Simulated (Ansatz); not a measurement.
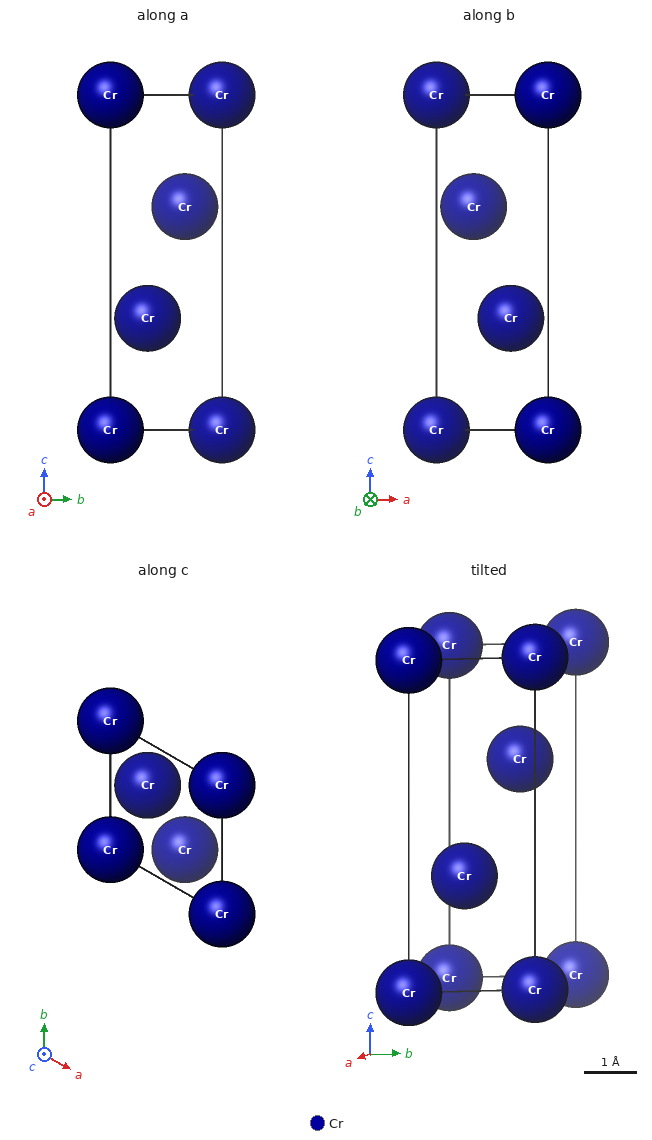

The crystal in a spheres-only representation, seen along the a axis, along the b axis, along the c axis and slightly off an axis. The conventional unit cell is drawn as a box.

Lattice parameters: a = 2.5101 Å, b = 2.5101 Å, c = 6.5248 Å, α = 90.000°, β = 90.000°, γ = 120.000°.

Give the structure in the form of a CIF in P1 with every atom of the cell.

```cif
data_structure
_symmetry_space_group_name_H-M 'P 1'
_symmetry_Int_Tables_number 1
_cell_length_a 2.5101
_cell_length_b 2.5101
_cell_length_c 6.5248
_cell_angle_alpha 90.000
_cell_angle_beta 90.000
_cell_angle_gamma 120.000
_cell_volume 35.60
loop_
_atom_site_label
_atom_site_type_symbol
_atom_site_fract_x
_atom_site_fract_y
_atom_site_fract_z
_atom_site_occupancy
Cr1 Cr 0.0000 0.0000 0.0000 1
Cr2 Cr 0.6667 0.3333 0.3333 1
Cr3 Cr 0.3333 0.6667 0.6667 1
```

Starting structure: a structure type filled with this element by a generator (whether the element takes this form wasn't checked). The cell was then strained or its atoms displaced on purpose. It went into a calculation with Ansatz.
